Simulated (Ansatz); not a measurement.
# Run report: ZnSe, geometry relaxation

System: ZnSe (F-43m, 2 atoms in the cell).
Method: DFT, PBE, plane waves, PAW, no spin polarisation (Ansatz 0.2.0).

The structure derives from an entry of the Crystallography Open Database. Some settings of this run were made unusual or wrong on purpose. Figures and captions count atoms from 1; the log counts them from 0 in places.

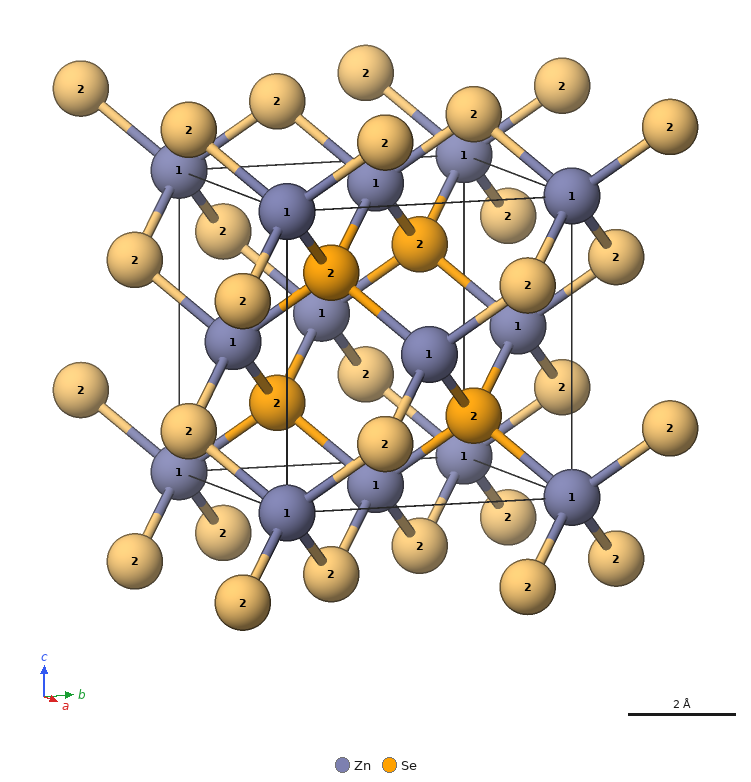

*The input geometry (ball-and-stick view of the cell 4 times as large as that of the calculation, set on its symmetry axes, seen slightly off an axis; neighbours outside the cell are drawn fainter; atoms are numbered from 1 in the order of the input).*

**Input file**
```yaml
crystal:
  lattice:
    - [0.0, 2.8659201405, 2.8659201405]
    - [2.8659201405, 0.0, 2.8659201405]
    - [2.8659201405, 2.8659201405, 0.0]
  atoms:
    - { symbol: Zn, position: [0.0, 0.0, 0.0] }
    - { symbol: Se, position: [0.75, 0.75, 0.75] }
basis:
  ecutwfc: 420
kpoints:
  mp_grid: { grid: [8, 7, 9] }
hamiltonian:
  xc: pbe
scf:
  occupations: { method: fixed }
  max_iter: 75
output:
  forces: true
  eigenvalues: true
  stress: true
relax:
  adjacent_minimum: "off"
  f_tol: 0.001
  max_steps: 60
  cell: { stress_tol: 0.01 }
```

Launched with:
```bash
ansatz run input.yaml --threads 1 --pin off --max-ram 3072MiB --backend cpu --events-out ev --progress --plain --runs-dir out
```

**The program's output**
```
Warning: crystal.symmetry: narrowed to the stabiliser of the k-point mesh — unitary ops 24 → 1; excluded 23 operations that carry a point of the 8×7×9 mesh (shift [0, 0, 0]) off the mesh (the run samples exactly the mesh kpoints.mp_grid names, as under crystal.symmetry.detect: false, and its converged state has the mesh's symmetry, not the crystal's; ε∞, the Born charges and the force constants of a linear response (`dielectric:` by the response, `phonons.method: dfpt`) are averaged over those of the crystal's operations that the state keeps within a tolerance, where `mesh_tensors`, `unaveraged_element` or `gamma_mean_max_change_ev_ang2` stands beside them; a row that `dielectric.field_direction` solves alone is averaged likewise, with nothing beside; a Γ-centred mesh of equal divisions is mapped onto itself by every operation and keeps the whole group, as does a half-shifted one under kpoints.further_shifts: images)
The last accepted step is kept in [file] (removed where the run ends without a failure and the disk answers)
Engine: ansatz 0.2.0, x86_64-unknown-linux-gnu
Pseudopotentials: kind: paw
Pseudopotential: Zn, paw, valence charge 12, recommended cutoff 420 eV (normal), Zn.paw.azcp
Pseudopotential: Se, paw, valence charge 16, recommended cutoff 420 eV (normal), Se.paw.azcp
Functional definition: PBE
  parameter kappa = 0.804
  parameter beta = 0.06672455060314922
  exchange = pbe_x(kappa = kappa, mu = beta*pi^2/3)
  correlation = pbe_c(beta = beta)
Crystal: 2 atoms, lattice volume = 47.078 Å³
Basis set: ecut = 420 eV, 941 PW (Γ), exchange–correlation on 60×60×60 points (8 copies of the dense FFT grid, shifted against one another)
Bands: 18, of which v1, the nominal top of the filled ones, is band 14 counted from 1 (13 counted from 0)
Symmetry: 1 space group operations
k-points: 253 of 504 (time reversal used)
Non-local potential: Zn, projectors of the file, l = 0: 2, l = 1: 2, l = 2: 3, l = 3: 1
Non-local potential: Se, projectors of the file, l = 0: 2, l = 1: 2, l = 2: 3, l = 3: 1
PAW form: soft (Blöchl's): semilocal exchange-correlation on the pseudo side does not see the compensation charge
PAW one-centre angular grid: Zn, 590 points (default); XC on 64 Gauss nodes
PAW one-centre angular grid: Se, 590 points (default); XC on 64 Gauss nodes
Initial density: superposition of atomic densities (neutral atoms: chi_scale 0, normalization atom), corrected by the library's trained network
Initial wavefunctions: pseudopotential atomic-orbital guess
Functional: x = pbe(κ = 0.804, μ = 0.2195149727645171), c = pbe(β = 0.06672455060314922)
SCF iter   1: F=—  HF=-8789.536598 eV  |F-HF|=—  |Δ(HF+E_count)|=         —  Δρ=8.01e-4  dr2=5.08e-4  ethr=1.77e-3  ⟨swp⟩=5.0  Hψ=20760  notcnv=0  defer=490
preconditioner: auto → none  [insulator: Δε(μ)=1.147 eV  Ē_g=11.752 eV  n_scr=14 (ndim 8)  ℏωp=23.0 eV  f_vac=0.132  ε∞_Penn≈4.8]
SCF iter   2: F=—  HF=-8789.536360 eV  |F-HF|=—  |Δ(HF+E_count)|=   2.38e-4  Δρ=4.18e-4  dr2=4.30e-5  ethr=1.81e-6  ⟨swp⟩=2.0  Hψ=8428  notcnv=0  defer=497
SCF iter   3: F=—  HF=-8789.536379 eV  |F-HF|=—  |Δ(HF+E_count)|=   1.87e-5  Δρ=1.85e-4  dr2=1.10e-5  ethr=1.54e-7  ⟨swp⟩=2.0  Hψ=6717  notcnv=0  defer=417
SCF iter   4: F=—  HF=-8789.536382 eV  |F-HF|=—  |Δ(HF+E_count)|=   3.08e-6  Δρ=7.82e-5  dr2=1.30e-6  ethr=3.95e-8  ⟨swp⟩=2.0  Hψ=6578  notcnv=0  defer=429
iter 5 did not close the SCF: its close was put off for the readings that it lacked (scf_convergence_deferred on its scf_iter line)
SCF iter   5: F=-8789.536387 eV  HF=-8789.536387 eV  |F-HF|=9.42e-8  |Δ(HF+E_count)|=   5.15e-6  Δρ=8.62e-6  dr2=2.41e-8  ethr=4.63e-9  ⟨swp⟩=2.0  Hψ=6831  notcnv=0  defer=483
SCF iter   6: F=-8789.536387 eV  HF=-8789.536387 eV  |F-HF|=3.11e-9  |Δ(HF+E_count)|=   1.09e-7  Δρ=2.51e-6  dr2=1.82e-9  ethr=8.61e-11  ⟨swp⟩=5.1  Hψ=20607  notcnv=0
SCF 1 converged in 6 iterations: F = -8789.536387 eV  dr2 = 1.82e-9
  greatest PAW one-centre occupation: 1.000 electrons in one spin orbital (limit 2), on the Se atom at site 1 (counted from 0), in its partial waves of l = 2
relax step   1: F+E_penalty+E_count = -8789.53638709 eV  Δ(F+E_penalty+E_count) = +0.000e0 eV  max|allowed force component| = 4.231e-4 eV/Å  Δτ_max = 0.0000 Å  P = +0.029 GPa  Ω = 47.078 Å³  (6 SCF iters, dr2 threshold 1.00e-7 eV, accepted)
Crystal: 2 atoms, lattice volume = 47.097 Å³
Initial density: handed on by an earlier stage of this run
Initial wavefunctions: those handed on with the density
iter 1 solved again at ethr=4.36e-10 eV; its pass at ethr=3.10e-3 eV (dr2=1.22e-7 eV) is discarded
SCF iter   1: F=—  HF=-8789.536386 eV  |F-HF|=—  |Δ(HF+E_count)|=         —  Δρ=1.48e-5  dr2=1.16e-7  ethr=4.36e-10  ⟨swp⟩=3.1  Hψ=25341  notcnv=0
preconditioner: auto → none  [insulator: Δε(μ)=1.153 eV  Ē_g=11.745 eV  n_scr=14 (ndim 8)  ℏωp=23.0 eV  f_vac=0.129  ε∞_Penn≈4.8]
SCF iter   2: F=—  HF=-8789.536383 eV  |F-HF|=—  |Δ(HF+E_count)|=   2.68e-6  Δρ=9.08e-6  dr2=2.33e-8  ethr=4.13e-10  ⟨swp⟩=2.0  Hψ=5942  notcnv=0
SCF iter   3: F=—  HF=-8789.536384 eV  |F-HF|=—  |Δ(HF+E_count)|=   6.82e-9  Δρ=3.54e-6  dr2=6.08e-9  ethr=8.33e-11  ⟨swp⟩=2.0  Hψ=6578  notcnv=0
SCF iter   4: F=-8789.536384 eV  HF=-8789.536384 eV  |F-HF|=1.56e-10  |Δ(HF+E_count)|=   1.05e-9  Δρ=1.49e-6  dr2=5.50e-10  ethr=1.30e-11  ⟨swp⟩=5.1  Hψ=20187  notcnv=0
SCF 2 converged in 4 iterations: F = -8789.536384 eV  dr2 = 5.50e-10
relax step   2: F+E_penalty+E_count = -8789.53638350 eV  Δ(F+E_penalty+E_count) = +3.589e-6 eV  max|allowed force component| = 3.192e-4 eV/Å  Δτ_max = 0.0000 Å  P = +0.007 GPa  Ω = 47.097 Å³  energy of the carried Pulay correction = -5.899e-6 eV  (4 SCF iters, dr2 threshold 3.63e-9 eV, accepted)
Initial wavefunctions: pseudopotential atomic-orbital guess (no wavefunctions were taken with the density)
iter 1 solved again at ethr=2.42e-8 eV; its pass at ethr=3.10e-3 eV (dr2=6.78e-6 eV) is discarded
SCF iter   1: F=—  HF=-8789.536393 eV  |F-HF|=—  |Δ(HF+E_count)|=         —  Δρ=2.10e-6  dr2=9.05e-10  ethr=2.42e-8  ⟨swp⟩=2.5  Hψ=31583  notcnv=0  defer=501
SCF iter   2: F=—  HF=-8789.536390 eV  |F-HF|=—  |Δ(HF+E_count)|=   2.52e-6  Δρ=5.29e-7  dr2=6.80e-11  ethr=3.23e-12  ⟨swp⟩=2.8  Hψ=8570  notcnv=0  defer=102
SCF iter   3: F=—  HF=-8789.536390 eV  |F-HF|=—  |Δ(HF+E_count)|=  1.56e-10  Δρ=8.26e-7  dr2=1.59e-10  ethr=2.43e-13 (applied; sched 1.00e-12)  ⟨swp⟩=2.0  Hψ=8096  notcnv=0  defer=102
SCF iter   4: F=—  HF=-8789.536390 eV  |F-HF|=—  |Δ(HF+E_count)|=  6.55e-11  Δρ=7.82e-8  dr2=4.97e-12  ethr=5.68e-13 (applied; sched 1.00e-12)  ⟨swp⟩=2.0  Hψ=6524  notcnv=0  defer=102
SCF iter   5: F=—  HF=-8789.536390 eV  |F-HF|=—  |Δ(HF+E_count)|=  1.82e-12  Δρ=4.85e-8  dr2=9.57e-13  ethr=1.77e-14 (applied; sched 1.00e-12)  ⟨swp⟩=2.0  Hψ=8068  notcnv=0  defer=102
SCF iter   6: F=-8789.536390 eV  HF=-8789.536390 eV  |F-HF|=0.00e0  |Δ(HF+E_count)|=  1.82e-12  Δρ=1.01e-8  dr2=2.66e-14  ethr=1.00e-12  ⟨swp⟩=6.4  Hψ=20565  notcnv=0
SCF 3 converged in 6 iterations: F = -8789.536390 eV  dr2 = 2.66e-14
relax step   3: F+E_penalty+E_count = -8789.53639020 eV  Δ(F+E_penalty+E_count) = -6.703e-6 eV  max|allowed force component| = 3.178e-4 eV/Å  Δτ_max = 0.0000 Å  P = +0.007 GPa  Ω = 47.097 Å³  stress off target by 9.90e-3 GPa  SCF on the basis re-selected at this cell (its energy is not comparable with the rows above)  (6 SCF iters)
```

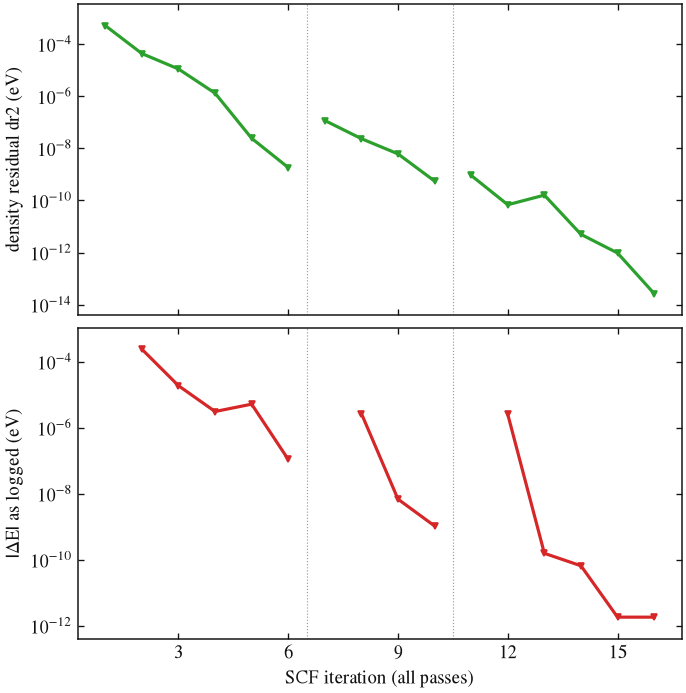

*Convergence of the self-consistent field: density residual dr2 and size of the energy change against the SCF iteration. The dotted lines part the SCF passes of the relaxation: geometry steps, rejected trials and re-solves on a re-selected basis.*

The passes take 6, 4 and 6 iterations.

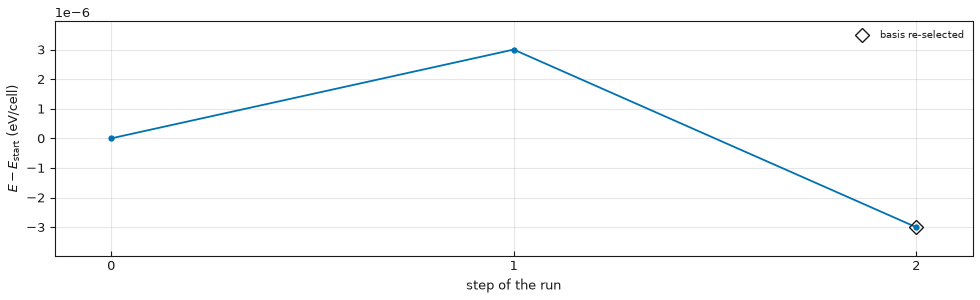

*Progress of the relaxation, step by step (the first geometry is step 0 here and step 1 in the log).*

The atoms keep their places (all moves are under 0.005 Å). The lattice vectors keep their values. The space group stays F-43m (No. 216). The energy rises by next to nothing (0.0 meV per cell of the calculation) in 1 geometry step. The largest force component goes from 0.00042 to 0.00032 eV/Å. Pressure: 0.03 GPa at the start and 0.01 GPa at the end. A last SCF at the same geometry on a re-selected plane-wave basis shifts the energy by next to nothing (0.0 meV per cell of the calculation).

```
basis re-selected at this cell: Δ(F+E_penalty+E_count) = -6.703e-6 eV, ΔP = -0.000 GPa vs the last step (what re-selecting the basis moved, of the pressure what is left beyond the Pulay correction that the steps carried, after the strain that the cell walked since its last selection, with what the two solves' SCF thresholds leave and, on support functions, any second-order correction that the steps lacked; it is no measure of the basis error at this ecutwfc). This SCF's stress stands 9.90e-3 GPa from its target on what of the cell is left free (relax.cell.stress_tol is 1.00e-2 GPa) and its largest allowed force component is 3.18e-4 eV/Å (relax.f_tol is 1.00e-3 eV/Å): within both
SCF converged after 6 iterations
Free energy (F): -8789.536390 eV
Harris-Foulkes:  -8789.536390 eV  (|F-HF|=0.00e0)
Internal energy: -8789.536390 eV  (E = F + TS)
E sigma→0 (E₀):  -8789.536390 eV
Fermi energy:    6.318330 eV
--- Per-component energies (eV) ---
  E_band       = -391.722529
  E_kinetic    = 249.337418
  E_local      = -4442.139073  (includes V_loc(G=0)·N_el)
  E_nonlocal   = 18.691991
  E_hartree    = 2055.468504
  E_xc         = -241.029264
  E_vxc        = -149.655195  (∫ρ·V_xc dr)
  E_paw        = -3739.770374  (= ΣΔE_a)
  E_vpaw       = -178.893745  (= ΣTr[D̂ρ^β])
  E_aug_tail   = -0.000934  (compensation charges beyond the density's cutoff)
  E_ewald      = -2690.094657
  E_smearing   = -0.000000  (= −TS)
  E_closure    = -0.000000  (closes the sum)
  Σ components = -8789.536390   (vs F -8789.536390, Δ=0.00e0)
--- Forces (eV/Å), atoms counted from 1 ---
  atom   1  Zn     0.00010460     0.00031776     0.00003065
  atom   2  Se    -0.00010460    -0.00031775    -0.00003065
  max |Σ_I F_I| component: 2.82e-9 eV/Å
--- Stress (GPa, compression-positive) ---
        0.007782       0.000007       0.002042
        0.000007       0.005340       0.000536
        0.002042       0.000536       0.007868
  P = ⅓ Tr σ = 0.0070 GPa (0.070 kbar)
--- Band table (eV; the first three rows and the last of 253) ---
  k-point 0: bands = ["-40.4640", "-40.4639", "-40.4639", "-40.4601", "-40.4601", "-6.7303", "-0.1039", "-0.1038", "-0.1038", "0.2367", "0.2368", "6.3177", "6.3182", "6.3183", "7.4710", "12.1367", "12.1373", "12.1381"]
  k-point 1: bands = ["-40.4640", "-40.4639", "-40.4638", "-40.4601", "-40.4601", "-6.6554", "-0.0973", "-0.0921", "-0.0921", "0.2357", "0.2358", "5.2109", "6.2031", "6.2036", "8.3477", "12.0467", "12.3338", "12.3345"]
  k-point 2: bands = ["-40.4640", "-40.4639", "-40.4638", "-40.4601", "-40.4601", "-6.4548", "-0.0644", "-0.0643", "-0.0577", "0.2360", "0.2360", "3.7151", "5.9402", "5.9408", "8.9454", "12.5198", "12.6889", "12.6897"]
  k-point 252: bands = ["-40.4641", "-40.4637", "-40.4636", "-40.4601", "-40.4600", "-5.7539", "-0.0332", "0.1122", "0.1371", "0.2719", "0.4325", "1.7512", "3.9971", "4.2073", "9.8309", "10.2918", "15.7783", "16.2891"]
--- Relaxed structure (2 steps of the walk, 2 accepted, 1 SCFs on fresh bases) ---
  F+E_penalty+E_count = -8789.53639020 eV   max|allowed force component| = 3.178e-4 eV/Å   (the final SCF, on the basis selected at the relaxed cell)
  cell:  # Å, volume = 47.0970 Å³
    - [0.00014167976561107624, 2.866142970089672, 2.8664144788084633]
    - [2.8665508469716694, -8.624470933039961e-6, 2.8665647830450074]
    - [2.8663454872749328, 2.8660879146294795, 0.0001967352258033318]
  atoms:
    - { symbol: Zn, position: [-4.874229058318883e-6, 1.0722672521884783e-5, -1.0772013412526279e-5] }
    - { symbol: Se, position: [0.7500048742290584, 0.7499892773274781, 0.7500107720134127] }
```

**Trajectory as extended XYZ (Å, eV, eV/Å), 3 frames, from step=1 to step=3**
```
2
Lattice="0.0000 2.8659 2.8659 2.8659 0.0000 2.8659 2.8659 2.8659 0.0000" Properties=species:S:1:pos:R:3:forces:R:3 step=1 energy=-8789.53639 pressure_GPa=0.03
Zn    0.0000    0.0000    0.0000    0.0002   0.0004   0.0001
Se    4.2989    4.2989    4.2989   -0.0002  -0.0004  -0.0001
2
Lattice="0.0001 2.8661 2.8664 2.8666 -0.0000 2.8666 2.8663 2.8661 0.0002" Properties=species:S:1:pos:R:3:forces:R:3 step=2 energy=-8789.53638 pressure_GPa=0.01
Zn    0.0000    0.0000    0.0000    0.0001   0.0003   0.0000
Se    4.2998    4.2992    4.2999   -0.0001  -0.0003   0.0000
2
Lattice="0.0001 2.8661 2.8664 2.8666 -0.0000 2.8666 2.8663 2.8661 0.0002" Properties=species:S:1:pos:R:3:forces:R:3 step=3 energy=-8789.53639 pressure_GPa=0.01
Zn    0.0000    0.0000    0.0000    0.0001   0.0003   0.0000
Se    4.2998    4.2992    4.2999   -0.0001  -0.0003   0.0000
```

**What the run reported**

| quantity | value |
| --- | --- |
| outcome | converged |
| space group (tolerance 0.01 Å) | F-43m (216) |
| electrons treated | 28 |
| free energy | −8789.5364 eV |
| Fermi energy | 6.318 eV |
| gap on the k-point mesh | 1.15 eV |
| pressure | 0.01 GPa |
| final volume | 47.10 Å³ |
| largest force (length of the vector) at the end | under 0.001 eV/Å |
| final cell | a = 4.054 Å, b = 4.054 Å, c = 4.053 Å, α = 60.00°, β = 60.00°, γ = 60.00° |
| hardware | 1 thread of Intel Xeon (Granite Rapids), 32 GiB of memory available, shared host |
| wall time | 27 s |
| peak memory | 0.59 GiB |

A setting was made wrong on purpose: a mesh that breaks the symmetry (`kpoints.mp_grid.grid`). The mesh lacks the symmetry of the lattice, so spurious forces and shear stress can appear. The program still converged, but the numbers can't be taken as results for the intended system. The program warns: the k-point mesh lowers the symmetry that the run can use.
